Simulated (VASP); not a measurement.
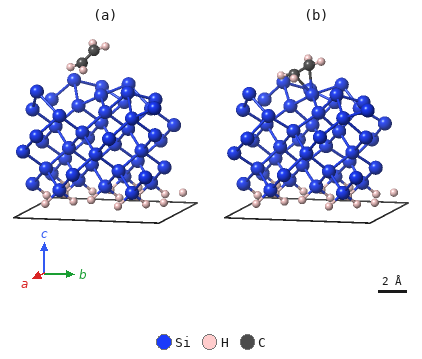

The structure of a slab of composition Si$_{24}$H$_{10}$C before (left) and after (right) a relaxation, at one scale.

The picture is a ball-and-stick view of the cell of the calculation, outlined in the plane, without the vacuum (origin shifted), seen slightly off an axis.

The run lets the atoms move in a fixed cell. 24 atoms are held fixed.

Level of theory: Kohn-Sham DFT of a periodic cell, PBE with D3(BJ), VASP PAW PBE potentials, recommended (VASP).

The input:
```
SYSTEM = Si24H10C
  PREC = Accurate
  ENCUT = 400
  EDIFF = 1E-6
  ISMEAR = 0
  SIGMA = 0.05
  LREAL = Auto
  LASPH = .TRUE.
  NELM = 60
  ALGO = Fast
  ISIF = 2
  LWAVE = .FALSE.
  LCHARG = .FALSE.
  GGA = PE
  IVDW = 12
  IBRION = 2
  NSW = 120
  EDIFFG = -0.03
  ISYM = 0
  LUSENCCL = .FALSE.
```

Run as
```bash
cat potpaw_PBE.64/Si/POTCAR potpaw_PBE.64/H/POTCAR potpaw_PBE.64/C/POTCAR > POTCAR
mpirun -np 1 vasp_gam > vasp.out
```

> Describe what moved and what it gained.

The energy falls by 2.396 eV per cell of the calculation in 106 geometry steps. The largest force component goes from 1.1 to 0.33 eV/Å. The largest moves, 1.21 Å, are those of H atoms. Largest moves by element: H 1.21 Å, C 1.16 Å, Si 0.30 Å. The cell stays as it was. Among the contacts that change: C–Si 3.386 → 2.185 Å, C–Si 2.936 → 2.187 Å, Si–Si 2.605 → 2.378 Å, Si–Si 2.605 → 2.406 Å. New bonds form: C–Si (2.94 → 2.19 Å), C–Si (3.39 → 2.19 Å). Bond angles that change, for instance: Si–Si–Si 96.5° → 108.0°, Si–Si–Si 109.5° → 99.1°, Si–Si–Si 96.5° → 106.7°. It ran on 1 × NVIDIA H100 80GB with 1 thread of AMD EPYC 7R13 Processor (Zen 3), on a shared host.
